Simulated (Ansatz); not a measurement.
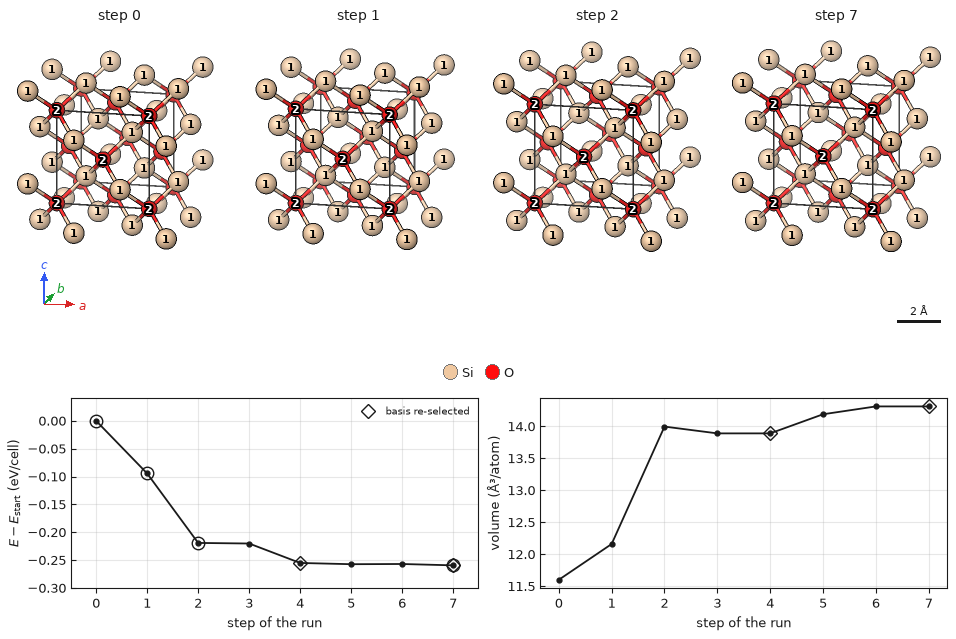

Frames of a relaxation of crystalline SiO (a generated structure, set up in F-43m) (coarse preliminary run), marked on the history of the run. A ball-and-stick model of the conventional cell (4 times the calculation's cell), seen slightly off an axis. Lengths and directions refer to the drawn axes.

These are results of Ansatz 0.2.0, DFT PBE, scalar-relativistic, plane waves, PAW, not measurements.

Input file:
```yaml
crystal:
  lattice:
    - [0.0, 2.26378236, 2.26378236]
    - [2.26378236, 0.0, 2.26378236]
    - [2.26378236, 2.26378236, 0.0]
  atoms:
    - { symbol: Si, position: [0.75, 0.75, 0.75] }
    - { symbol: O, position: [0.0, 0.0, 0.0] }
basis:
  ecutwfc: 420
kpoints:
  mp_grid: { grid: [6, 6, 6] }
hamiltonian:
  xc: pbe
scf:
  occupations: { method: gaussian, width: 0.1 }
  lower_state_search: "off"
output:
  forces: true
  stress: true
  eigenvalues: true
relax:
  adjacent_minimum: "off"
  f_tol: 0.04
  max_steps: 70
  cell: { stress_tol: 0.4 }
```

Run as
```bash
ansatz run input.yaml --threads 1 --pin off --max-ram 2048MiB --backend cpu --events-out ev --progress --plain --runs-dir out
```

Q: What happens along the run?

A: The atoms keep their places relative to the cell (all moves are under 0.005 Å). Cell: a = b = c 4.528 → 4.856 Å (+7.3 %). Volume +23.4 %. Near-neighbour distances that change, for instance: Si1–O2 1.960 → 2.103 Å. The space group stays F-43m (No. 216). After 5 accepted moves (7 points after the start) the energy has fallen by 0.259 eV per cell of the calculation. All forces vanish by symmetry, so only the cell relaxes. The pressure goes from 14.46 to 0.05 GPa. The SCF was repeated twice at an unchanged geometry on a basis and grid sized afresh for the cell, which shifted the energy by 34.9 meV per cell of the calculation at most. From step 0 to 1: volume +4.8 %, energy −94.4 meV per cell of the calculation. From step 1 to 2: volume +15.1 %, energy −0.125 eV per cell of the calculation. From step 2 to 7: volume +2.3 %, energy −40.2 meV per cell of the calculation.
